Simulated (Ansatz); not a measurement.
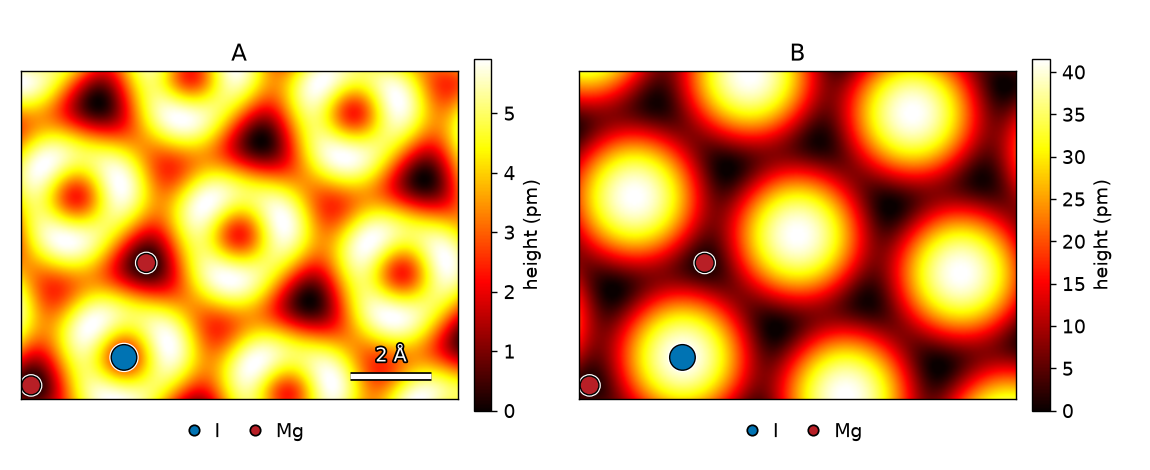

Two constant-current images of the same area of monolayer MgI2, one at −3.05 V (set point 1.2 × 10⁻⁵ e/Å³) and one at +3.05 V (5.8 × 10⁻⁴ e/Å³), with the atoms seen from above drawn over one corner (deeper ones smaller).

Tersoff–Hamann simulation (s-wave tip); biases are sample biases. Zero bias is put in the middle of the gap by convention. Bias windows are sharp sums over the levels of the k mesh.

The calculation used DFT PBE+D3(BJ), scalar-relativistic, plane waves, PAW (Ansatz 0.2.0). Cutoff 420 eV, 24 × 24 k-points, Gaussian smearing 0.05 eV, dipole correction. No spin polarisation. Spin–orbit coupling is left out; with I it can shift levels and gaps. The semilocal functional makes this wide gap too small, and with it the biases at which current sets in. The run couldn't confirm all of its levels under its output density.

> Which of the two was taken at negative sample bias?

Image B. The filled states (−3.05 V) are brightest over the top I atoms, the empty states (+3.05 V) over points 1.2 Å to the side of the top I atoms. So weak a contrast as here depends on the k-mesh and on the tip.
